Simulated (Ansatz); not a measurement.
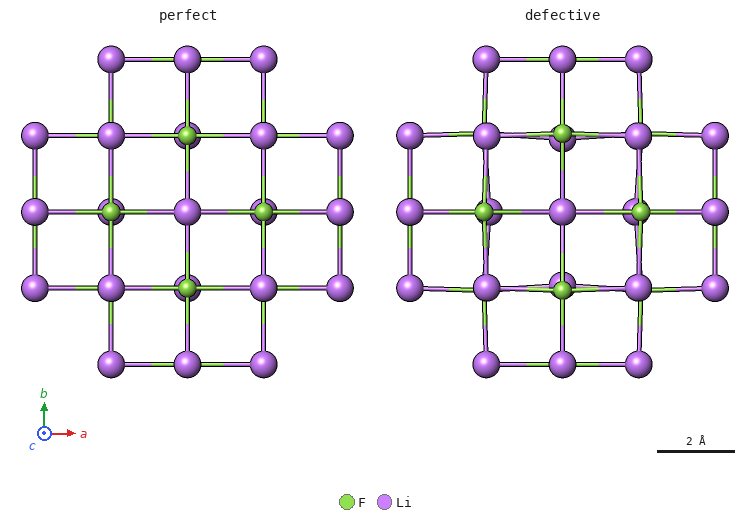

Left: perfect LiF. Right: the same region with one point defect, after relaxing the atoms in a supercell of 64 sites. Style: ball-and-stick. Shown: the atoms within 4.6 Å of one point, in a slice 4.2 Å thick across the line of sight, along the c axis.

All numbers below come from DFT, PBEsol, PAW, plane waves in Ansatz 0.2.0. Set-up: plane-wave cutoff 420 eV; k-point mesh 1 × 1 × 1; mesh shifted by (0.25, 0.25, 0.25); no spin polarisation. Fermi-Dirac smearing of 0.01 eV. A uniform background neutralises the charged cell. The axes drawn are those of the host's conventional cell.

Which defect is it?

Answer. A fluorine atom is taken out (a vacancy).

The charge state of the cell is −1.

What does the relaxation do around it?

Answer. Around the empty F site the host had 6 Li at 2.00 Å; after relaxation the nearest atoms are 6 Li at 1.93 Å. Of the host's atoms, a fluorine atom moves furthest from its site, by 0.08 Å.

Limits of the set-up: the periodic images lie only 8.0 Å apart, so the values are limited by the cell's size; the cell is charged, on a uniform background, and energies carry no finite-size correction.
